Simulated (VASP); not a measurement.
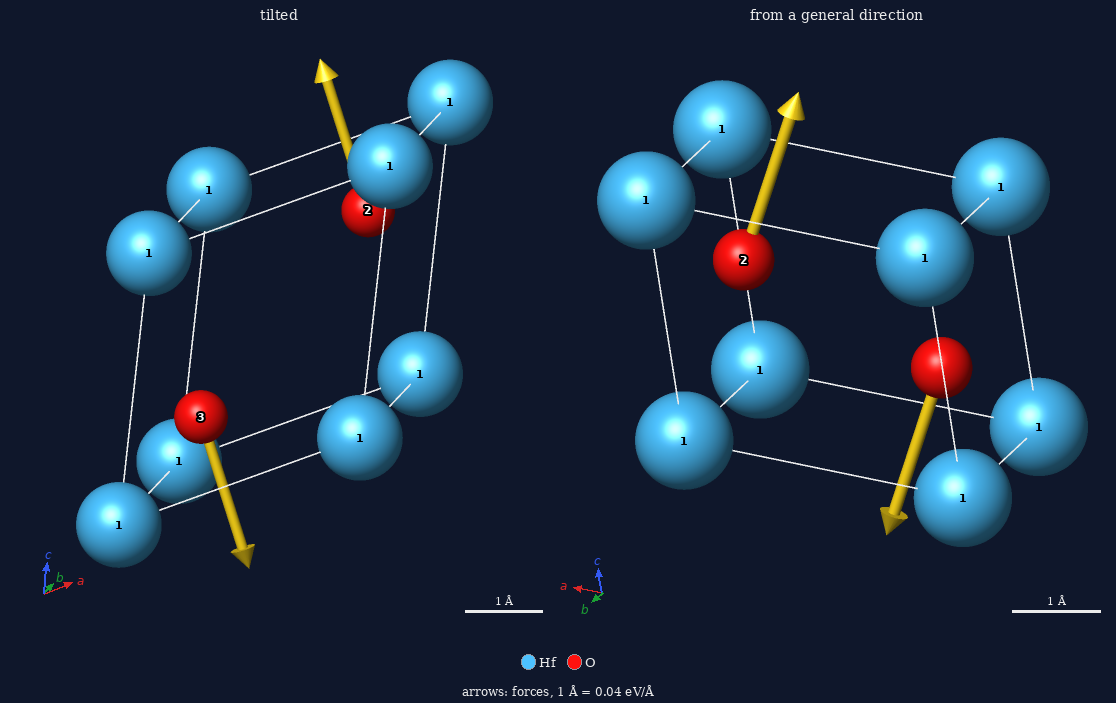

Structure drawing (spheres-only), viewed slightly off an axis and from a general direction. The cell (the run's own, in a reduced setting) is outlined; an atom on or near a face, edge or corner is repeated at each equivalent position. The arrows are the computed forces on the atoms.

System: HfO$_{2}$. All computed values are from DFT, r2SCAN, plane waves, PAW in VASP 6.6.1. Settings: cutoff 520 eV, k-points about 0.28 Å⁻¹ apart, Gaussian smearing of 0.01 eV.

Question: Is the structure at rest?

Answer: No. The atoms still feel forces of up to about 0.071 eV/Å, above a usual threshold of 0.01 to 0.03 eV/Å.

Question: Which atom carries the strongest force?

Answer: O2 and O3, about 0.071 eV/Å.

The cell started as a structure type filled with these elements by a generator (whether the compound takes this form wasn't checked). The cell was then strained or its atoms displaced on purpose. An electronic-structure calculation with VASP was run on it.
